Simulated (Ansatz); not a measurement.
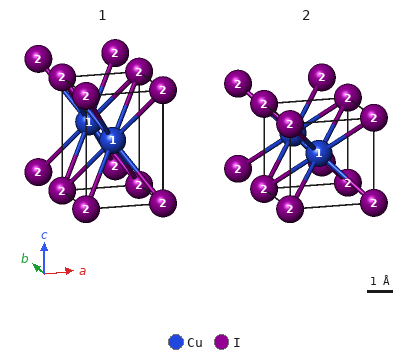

Two geometries of crystalline CuI (a generated structure, set up in P4/mmm), drawn at one scale. One is the start of a relaxation, the other its converged end. A ball-and-stick model of the cell of the calculation, repeated 1 × 2 × 1 with one cell outlined, seen slightly off an axis.

All numbers below come from Ansatz, DFT PBE, scalar-relativistic, plane waves, PAW. Set-up: plane-wave cutoff 420 eV; k-point mesh 16 × 16 × 12; occupations gaussian; smearing width 0.1 eV; no spin polarisation; cell and atoms relaxed; force threshold 0.01 eV/Å; at most 80 steps.

**Which of the two is the end point?**

Structure 2 is the relaxed one. The energy falls by 353 meV per atom in 8 accepted moves (10 points after the start). All forces vanish by symmetry, so only the cell relaxes. The pressure goes from −1.55 to 0.01 GPa. At 2 points the geometry stayed and the basis and grid were re-selected for the new cell (energy shift of 0.2 meV per atom at most each time). The atoms keep their places relative to the cell (all moves are under 0.005 Å). The volume changes by −10.8 %, with a = b 3.353 → 3.654 Å (+9.0 %), c 4.858 → 3.651 Å (−24.9 %). Some distances before and after: I2–I2 3.353 → 3.654 Å, Cu1–I2 3.394 → 3.163 Å. The space group (tolerance 0.01 Å) goes from P4/mmm (No. 123) to Pm-3m (No. 221). Cost: 2.8 min on 1 thread of Intel(R) Xeon(R) Platinum 8375C CPU @ 2.90GHz (Ice Lake), with other jobs on the host, peak memory 0.65 GiB.
